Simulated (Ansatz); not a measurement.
# What a change does: single-point calculation on TiAl

System: TiAl (2 atoms in the cell).
Method of run 1: Kohn-Sham DFT of a periodic cell, PBEsol0, Ansatz PAW, no spin polarisation (Ansatz 0.2.0).

The structure derives from a Materials Project entry. Text and figures count atoms from 1; the logs count them from 0 in places.

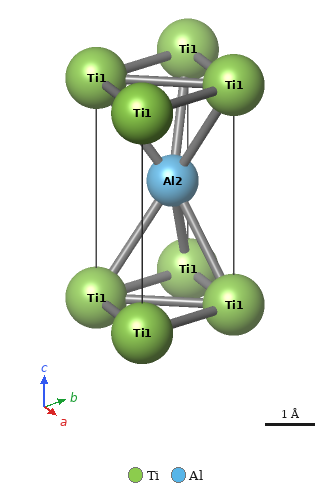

**Figure 1.** The structure (ball-and-stick view of the cell of the calculation, seen slightly off an axis; atoms are numbered from 1 in the order of the input). An atom can appear more than once, as a periodic image. Near neighbours in the periodic cell (some may lie outside the picture): Ti has 6 Al at 2.87 Å and 6 Ti at 2.87 Å; Al has 6 Al at 2.87 Å and 6 Ti at 2.87 Å.

### Input file, run 1
```yaml
crystal:
  lattice:
    - [2.8672622327, 0.0, 0.0]
    - [-1.4336311163, 2.4831219328, 0.0]
    - [0.0, 0.0, 4.678083]
  atoms:
    - { symbol: Ti, position: [0.0, 0.0, 0.0] }
    - { symbol: Al, position: [0.3333333333, 0.6666666667, 0.5] }
hamiltonian:
  xc: { exchange: pbesol, correlation: pbesol, exx: { coeff: 0.25 } }
  pseudopotentials: { kind: paw }
kpoints:
  mp_grid: { grid: [6, 6, 3] }
scf:
  occupations: { method: fermi_dirac, width: 0.05 }
output:
  forces: true
  stress: true
  eigenvalues: true
```

Hardware: 1 × NVIDIA H100 80GB HBM3, 2 threads of AMD EPYC (Zen 3), 144 GiB of memory available, shared host.

### Output, shortened to warnings, some set-up lines, iterations and results (run 1)
```
Warning: output.stress: scf.convergence.dr2_threshold = 1e-7 eV (the SCF's general default) is looser than the 2e-10 eV advised for a printed stress (1e-10 eV for each atom of the cell: 2). What an SCF threshold leaves in a stress goes as its square root, and in the free energy as the threshold itself, and one threshold admits the most on a small cell: of the crystals measured, under no hybrid …
Warning: output.stress: scf.exx.energy_threshold = 1e-6 eV is looser than the 2e-8 eV advised for a stress under a hybrid functional (1e-8 eV for each atom of the cell: 2). Every SCF of the exchange loop can meet its threshold on dr2 while the loop round them stops early: no threshold on dr2 bounds what that leaves in the stress. Set scf.exx.energy_threshold to 2e-8 eV or tighter. The threshold …
Basis set: ecut = 420 eV, 663 PW (Γ), exchange–correlation on 40×40×64 points (8 copies of the dense FFT grid, shifted against one another)
Symmetry: 12 space group operations
k-points: 14 of 108 (time reversal used)
Initial density: superposition of atomic densities (neutral atoms: chi_scale 0, normalization atom), corrected by the library's trained network
[...]
SCF iter   1: F=—  HF=-2998.948418 eV  |F-HF|=—  |Δ(HF+E_count)|=         —  Δρ=9.91e-3  dr2=4.23e-2  ethr=1.77e-3  ⟨swp⟩=5.4  Hψ=710  notcnv=0
SCF iter   2: F=—  HF=-2998.943373 eV  |F-HF|=—  |Δ(HF+E_count)|=   5.04e-3  Δρ=6.46e-3  dr2=2.11e-2  ethr=2.82e-4  ⟨swp⟩=2.1  Hψ=337  notcnv=0
SCF iter   3: F=—  HF=-2998.940424 eV  |F-HF|=—  |Δ(HF+E_count)|=   2.95e-3  Δρ=1.33e-3  dr2=1.52e-3  ethr=9.99e-6  ⟨swp⟩=2.5  Hψ=724  notcnv=0
SCF iter   4: F=—  HF=-2998.940217 eV  |F-HF|=—  |Δ(HF+E_count)|=   2.07e-4  Δρ=4.72e-4  dr2=7.79e-5  ethr=9.99e-6  ⟨swp⟩=2.1  Hψ=279  notcnv=0
SCF iter   5: F=—  HF=-2998.940214 eV  |F-HF|=—  |Δ(HF+E_count)|=   2.55e-6  Δρ=5.07e-5  dr2=9.82e-7  ethr=5.19e-7  ⟨swp⟩=3.6  Hψ=335  notcnv=0
[... 22 lines ...]
SCF iter   6: F=—  HF=-3010.101411 eV  |F-HF|=—  |Δ(HF+E_count)|=   2.35e-6  Δρ=1.34e-5  dr2=1.77e-7  ethr=5.30e-11  ⟨swp⟩=5.1  Hψ=575  notcnv=0
SCF iter   7: F=—  HF=-3010.101411 eV  |F-HF|=—  |Δ(HF+E_count)|=   1.52e-8  Δρ=2.94e-6  dr2=1.34e-7  ethr=5.30e-11  ⟨swp⟩=3.1  Hψ=325  notcnv=0
SCF iter   8: F=—  HF=-3010.101411 eV  |F-HF|=—  |Δ(HF+E_count)|=   3.85e-7  Δρ=6.33e-6  dr2=5.05e-8  ethr=2.74e-11  ⟨swp⟩=5.0  Hψ=471  notcnv=0
SCF iter   9: F=-3010.101412 eV  HF=-3010.101412 eV  |F-HF|=1.61e-9  |Δ(HF+E_count)|=   9.40e-8  Δρ=3.67e-6  dr2=1.28e-8  ethr=2.74e-11  ⟨swp⟩=4.6  Hψ=403  notcnv=0
SCF 4 converged in 9 iterations: F = -3010.101412 eV  dr2 = 1.28e-8
  Residual-converged pass: ⟨swp⟩=2.6  Hψ=285  notcnv=0  max |occ|·‖R‖ = 2.4e-6 eV (tolerance 2.4e-6 eV)  dr2=1.28e-8  dr2_onsite=3.82e-10  max |Δocc| = 9.0e-14
hybrid outer 3: dexx = +2.609e-5 eV, tail = 4.46e-8 eV, Δε = 1.46e-2 eV (about 3.60e-4 eV left of the loop's levels)
hybrid SCF converged: 3 outer / 19 inner (+9 warm-up), last move |dexx| = 2.61e-5 eV, tail = 4.46e-8 eV
Stability not checked: this state was not tested for a lower state beside it, because the functional holds exact exchange (a hybrid, or Hartree-Fock), whose exchange loop this test does not read (fock_operator; see scf.lower_state_search)
Free energy (F): -3010.101412 eV
Frozen-core exchange: fock
Harris-Foulkes:  -3010.101412 eV  (|F-HF|=1.61e-9)
Internal energy: -3010.098706 eV  (E = F + TS)
E sigma→0 (E₀):  -3010.100059 eV
Entropy (-TS):   -0.002706 eV (-1.353 meV/atom)
Fermi energy:    10.268884 eV
--- Per-component energies (eV) ---
  E_band       = -209.673205
  E_kinetic    = 294.603609
  E_local      = -1146.803636  (includes V_loc(G=0)·N_el)
  E_nonlocal   = 16.695116
  E_hartree    = 491.150129
  E_xc         = -106.121489
  E_vxc        = -117.420585  (∫ρ·V_xc dr)
  E_exx        = -48.655956  (= α·E_x^exact, valence–valence)
  E_paw        = -1468.887219  (= ΣΔE_a)
  E_vpaw       = -141.736975  (= ΣTr[D̂ρ^β])
  E_aug_tail   = 0.000104  (compensation charges beyond the density's cutoff)
  E_ewald      = -1041.983494
  E_core_change = -0.095869  (= ΣΔE_core)
  E_smearing   = -0.002706  (= −TS)
  E_closure    = 0.000000  (closes the sum)
  Σ components = -3010.101412   (vs F -3010.101412, Δ=-4.55e-13)
--- Forces (eV/Å), atoms counted from 1 ---
  atom   1  Ti    -0.00000000     0.00000000     0.00000000
  atom   2  Al     0.00000000     0.00000000    -0.00000000
  max |Σ_I F_I| component: 4.39e-17 eV/Å
--- Stress (GPa, compression-positive) ---
       -2.564773      -0.000000       0.000000
       -0.000000      -2.564773       0.000000
        0.000000       0.000000      -5.426110
  P = ⅓ Tr σ = -3.5186 GPa (-35.186 kbar)
```

For run 2 the input was changed thus:
```diff
-  xc: { exchange: pbesol, correlation: pbesol, exx: { coeff: 0.25 } }
+  xc: r2scanh
```

Predict how the results change.

The total energies belong to different methods, so their difference says nothing on which is more stable or more accurate. The pressure goes from −3.52 to −1.16 GPa. The SCF takes 50 iterations against 28. The default cutoff goes from 420 to 500 eV with the change. The plane waves at Γ go from 663 to 833. On the same kind of shared host run 2 took about 4.5 times as long.

### Output, shortened to warnings, some set-up lines, iterations and results (run 2)
```
Warning: output.stress: scf.convergence.dr2_threshold = 1e-7 eV (the SCF's general default) is looser than the 2e-10 eV advised for a printed stress (1e-10 eV for each atom of the cell: 2). What an SCF threshold leaves in a stress goes as its square root, and in the free energy as the threshold itself, and one threshold admits the most on a small cell: of the crystals measured, under no hybrid …
Warning: output.stress: scf.exx.energy_threshold = 1e-6 eV is looser than the 2e-8 eV advised for a stress under a hybrid functional (1e-8 eV for each atom of the cell: 2). Every SCF of the exchange loop can meet its threshold on dr2 while the loop round them stops early: no threshold on dr2 bounds what that leaves in the stress. Set scf.exx.energy_threshold to 2e-8 eV or tighter. The threshold …
Basis set: ecut = 500 eV, 833 PW (Γ), exchange–correlation on 96×96×144 points (64 copies of the dense FFT grid, shifted against one another)
Symmetry: 12 space group operations
k-points: 14 of 108 (time reversal used)
Initial density: superposition of atomic densities (neutral atoms: chi_scale 0, normalization atom), corrected by the library's trained network
[...]
SCF iter   1: F=—  HF=-3045.327153 eV  |F-HF|=—  |Δ(HF+E_count)|=         —  Δρ=1.92e-2  dr2=1.89e-1  dr2_τ=1.42e-2  ethr=1.77e-3  ⟨swp⟩=5.8  Hψ=738  notcnv=0
SCF iter   2: F=—  HF=-3045.330295 eV  |F-HF|=—  |Δ(HF+E_count)|=   3.14e-3  Δρ=4.33e-3  dr2=4.15e-3  dr2_τ=2.42e-3  ethr=2.68e-5  ⟨swp⟩=4.3  Hψ=863  notcnv=0  defer=1
SCF iter   3: F=—  HF=-3045.330806 eV  |F-HF|=—  |Δ(HF+E_count)|=   5.12e-4  Δρ=1.95e-3  dr2=7.56e-4  dr2_τ=9.67e-5  ethr=2.68e-5  ⟨swp⟩=2.3  Hψ=339  notcnv=0
SCF iter   4: F=—  HF=-3045.331442 eV  |F-HF|=—  |Δ(HF+E_count)|=   6.36e-4  Δρ=6.30e-4  dr2=2.91e-4  dr2_τ=9.35e-6  ethr=5.04e-6  ⟨swp⟩=3.3  Hψ=433  notcnv=0
SCF iter   5: F=—  HF=-3045.331413 eV  |F-HF|=—  |Δ(HF+E_count)|=   2.88e-5  Δρ=1.65e-4  dr2=1.03e-5  dr2_τ=5.57e-7  ethr=1.94e-6  ⟨swp⟩=2.4  Hψ=285  notcnv=0
[... 47 lines ...]
SCF iter   4: F=—  HF=-3044.613827 eV  |F-HF|=—  |Δ(HF+E_count)|=   7.33e-7  Δρ=8.21e-6  dr2=7.76e-8  dr2_τ=5.48e-10  ethr=1.13e-10  ⟨swp⟩=4.3  Hψ=418  notcnv=0  defer=1
SCF iter   5: F=—  HF=-3044.613827 eV  |F-HF|=—  |Δ(HF+E_count)|=   4.50e-9  Δρ=1.54e-6  dr2=4.45e-8  dr2_τ=4.97e-11  ethr=1.13e-10  ⟨swp⟩=3.1  Hψ=307  notcnv=0
SCF iter   6: F=—  HF=-3044.613827 eV  |F-HF|=—  |Δ(HF+E_count)|=   1.75e-7  Δρ=8.15e-6  dr2=3.60e-8  dr2_τ=5.12e-10  ethr=4.54e-12  ⟨swp⟩=4.6  Hψ=506  notcnv=0
SCF iter   7: F=-3044.613827 eV  HF=-3044.613827 eV  |F-HF|=6.82e-11  |Δ(HF+E_count)|=   7.01e-9  Δρ=8.80e-7  dr2=1.94e-9  dr2_τ=1.29e-11  ethr=4.54e-12  ⟨swp⟩=4.9  Hψ=467  …
SCF 7 converged in 7 iterations: F = -3044.613827 eV  dr2 = 1.94e-9
  Residual-converged pass: ⟨swp⟩=2.1  Hψ=265  notcnv=0  max |occ|·‖R‖ = 2.0e-6 eV (tolerance 2.4e-6 eV)  dr2=1.94e-9  dr2_τ=1.29e-11  dr2_onsite=2.40e-11  max |Δocc| = 6.5e-14
hybrid outer 2: dexx = +1.574e-6 eV, tail = 4.10e-9 eV, Δε = 3.37e-3 eV (about 1.36e-4 eV left of the loop's levels)
exact exchange: an outer loop of this run ended on a state whose frontier levels can be filled otherwise, and a further loop was made from that state with electrons moved between them. It converged no lower than the two loops' stops tell apart, in 17 SCF iterations, so its state is not used
hybrid SCF converged: 2 outer / 15 inner (+9 warm-up), last move |dexx| = 3.18e-7 eV, tail = 1.12e-8 eV
Stability not checked: this state was not tested for a lower state beside it, because the functional holds exact exchange (a hybrid, or Hartree-Fock), whose exchange loop this test does not read (fock_operator; see scf.lower_state_search)
Free energy (F): -3044.613827 eV
Frozen-core exchange: fock
Harris-Foulkes:  -3044.613827 eV  (|F-HF|=2.21e-9)
Internal energy: -3044.604773 eV  (E = F + TS)
E sigma→0 (E₀):  -3044.609300 eV
Entropy (-TS):   -0.009054 eV (-4.527 meV/atom)
Fermi energy:    10.404616 eV
--- Per-component energies (eV) ---
  E_band       = -198.189908
  E_kinetic    = 295.206024
  E_local      = -1148.210643  (includes V_loc(G=0)·N_el)
  E_nonlocal   = 15.833242
  E_hartree    = 493.463110
  E_xc         = -118.493737
  E_vxc        = -148.747311  (∫ρ·V_xc dr)
  E_exx        = -19.472286  (= α·E_x^exact, valence–valence)
  E_paw        = -1520.589376  (= ΣΔE_a)
  E_vpaw       = -169.120345  (= ΣTr[D̂ρ^β])
  E_aug_tail   = 0.000092  (compensation charges beyond the density's cutoff)
  E_vtau       = 8.866437  (kinetic-family band-sum trace: ∫τ·v_τ [+ j·A + Jᵃ·Aᵃ] dr)
  E_ewald      = -1041.983494
  E_core_change = -0.357705  (= ΣΔE_core)
  E_smearing   = -0.009054  (= −TS)
  E_closure    = -0.000000  (closes the sum)
  Σ components = -3044.613827   (vs F -3044.613827, Δ=0.00e0)
--- Forces (eV/Å), atoms counted from 1 ---
  atom   1  Ti    -0.00000000     0.00000000     0.00000000
  atom   2  Al     0.00000000     0.00000000    -0.00000000
  max |Σ_I F_I| component: 7.86e-17 eV/Å
--- Stress (GPa, compression-positive) ---
       -0.360406      -0.000000       0.000000
       -0.000000      -0.360406       0.000000
        0.000000       0.000000      -2.759263
  P = ⅓ Tr σ = -1.1600 GPa (-11.600 kbar)
```

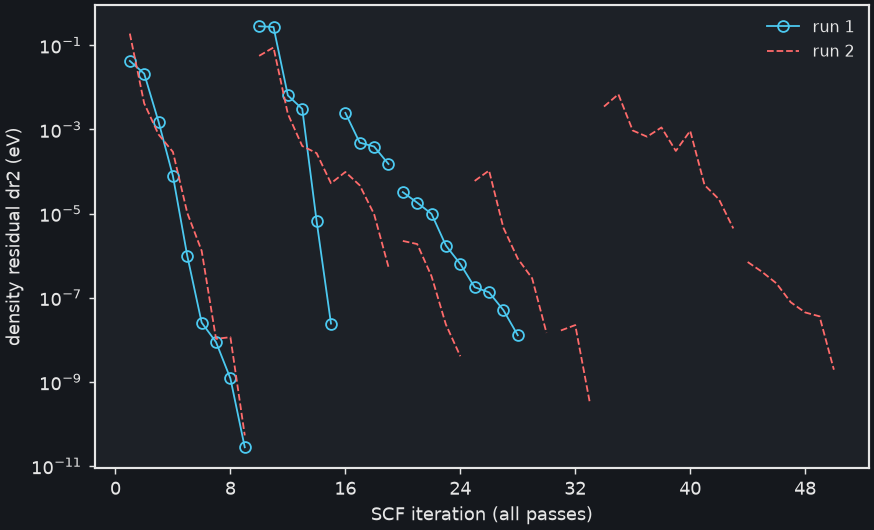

**Figure 2.** Convergence of the two runs: density residual dr2 against the SCF iteration. A break in a curve parts two SCF passes. Run 1 takes 28 iterations in all, and run 2 takes 50.

### The two runs side by side

```tsv
quantity	run 1	run 2
outcome	converged	converged
free energy per atom (eV)	−1505.0507	−1522.3069
energy per atom, smearing taken to zero (eV)	−1505.0500	−1522.3047
gap on the mesh (eV)	0.00	0.00
pressure (GPa)	−3.52	−1.16
largest force (eV/Å)	0.000	0.000
SCF iterations	28	50
irreducible k-points	14	14
plane waves at Γ	663	833
wall time (shared host)	11 s	48 s
```

For both runs: Warnings: the exchange loop's threshold is looser than advised for the stress; the SCF threshold is looser than advised for the printed stress.
